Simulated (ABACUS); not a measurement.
## Ba: 7 runs along one coordinate

System: Ba (Im-3m, 1 atom in the cell).
Method: Kohn-Sham DFT of a periodic cell, PBE, PseudoDojo NC SR 0.4.1 PBE standard, no spin polarisation (ABACUS 3.10.1).

The 7 runs differ only in the geometry, by an even scaling of the cell at fixed fractional positions. The structure derives from an entry of the Crystallography Open Database.

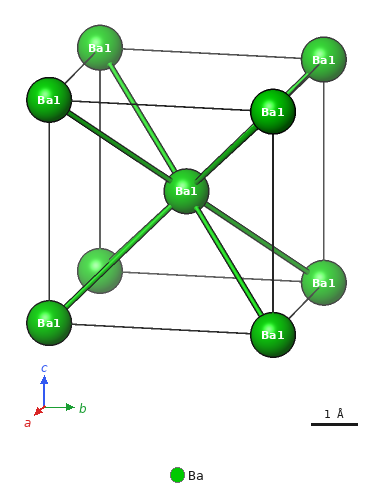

Figure 1. The structure of run 4 (ball-and-stick view of the cell 2 times as large as that of the calculation, set on its symmetry axes, seen slightly off an axis; atoms are numbered from 1 in the order of the input).

## Input of run 4
```
INPUT_PARAMETERS
suffix              Ba
calculation         scf
basis_type          pw
pseudo_dir          ./
symmetry            1
dft_functional      pbe
ecutwfc             57
pseudo_rcut         10
nspin               1
nbands              9
ks_solver           dav
smearing_method     fd
smearing_sigma      0.00367493
scf_thr             1e-08
scf_nmax            100
mixing_type         broyden
mixing_beta         0.7
cal_force           1
cal_stress          1
kpar                4
```

## File STRU of run 4
```
ATOMIC_SPECIES
Ba 137.3270 Ba.upf

LATTICE_CONSTANT
1.8897261246

LATTICE_VECTORS
-2.5065000000 2.5065000000 2.5065000000
2.5065000000 -2.5065000000 2.5065000000
2.5065000000 2.5065000000 -2.5065000000

ATOMIC_POSITIONS
Direct

Ba
0.0
1
0.0000000000 0.0000000000 0.0000000000 1 1 1
```

## File KPT of run 4
```
K_POINTS
0
Gamma
8 8 8 0 0 0
```

Command:
```bash
OMP_NUM_THREADS=1 mpirun -np 4 abacus > log
```

Run 3 differs from it as follows:
```diff
--2.5065000000 2.5065000000 2.5065000000
-2.5065000000 -2.5065000000 2.5065000000
-2.5065000000 2.5065000000 -2.5065000000
+-2.4896773455 2.4896773455 2.4896773455
+2.4896773455 -2.4896773455 2.4896773455
+2.4896773455 2.4896773455 -2.4896773455
```

## Results, with one run withheld

```csv
run,volume per atom (Å³),"free energy per atom, from the lowest run given (meV)",pressure (GPa)
1,59.209,7.58,0.65
2,60.469,3.40,0.42
3,61.729,?,?
4,62.989,0.00,0.02
5,64.249,0.52,−0.15
6,65.508,2.35,−0.31
7,66.768,5.39,−0.46
```

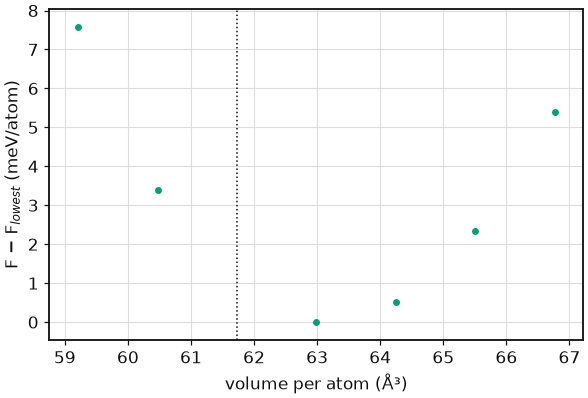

Figure 2. Free energy per atom of the runs given; the dotted line marks run 3.

Estimate the energy of run 3 from the others.

A cubic polynomial in V^(−2/3) (the Birch–Murnaghan form), fitted to the 6 runs given, misses them by under 0.01 meV per atom. With x = V^(−2/3) − 0.06309 Å⁻², it reads F = −0.0083698 + 58.674 x + 1.0068e+06 x² − 5.7e+06 x³ (meV per atom). At run 3 it gives 0.92 meV per atom, and the run itself gives 0.92. The slope of the fit gives a pressure −dF/dV of 0.21 GPa there, and the run prints 0.21 GPa. The fit has its minimum at 63.148 Å³ per atom, where V d²F/dV² gives 9.03 GPa: the bulk modulus at this level, since symmetry fixes the shape and the positions.

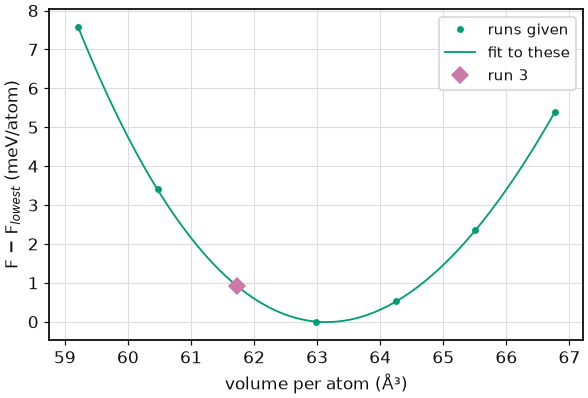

Figure 3. The fit and the withheld run.

## Some lines of the output (run 3)
```
[...]
                          Volume (Bohr^3) = 416.568
                             Volume (A^3) = 61.7289
 E_Fermi        0.4412993021         6.0041850314
 E_Fermi        0.4415544854         6.0076569787
 E_Fermi        0.4418639866         6.0118679594
 E_Fermi        0.4419466436         6.0129925655
 E_Fermi        0.4419173499         6.0125940040
 E_KS(sigma->0) -56.1804896537       -764.3747757207
 E_Fermi        0.4419211948         6.0126463169
 final etot is -764.37860452 eV
 EFERMI = 6.0126463169 eV
 TOTAL-PRESSURE: 2.139140 KBAR
 !FINAL_ETOT_IS -764.3786045189289098 eV
```
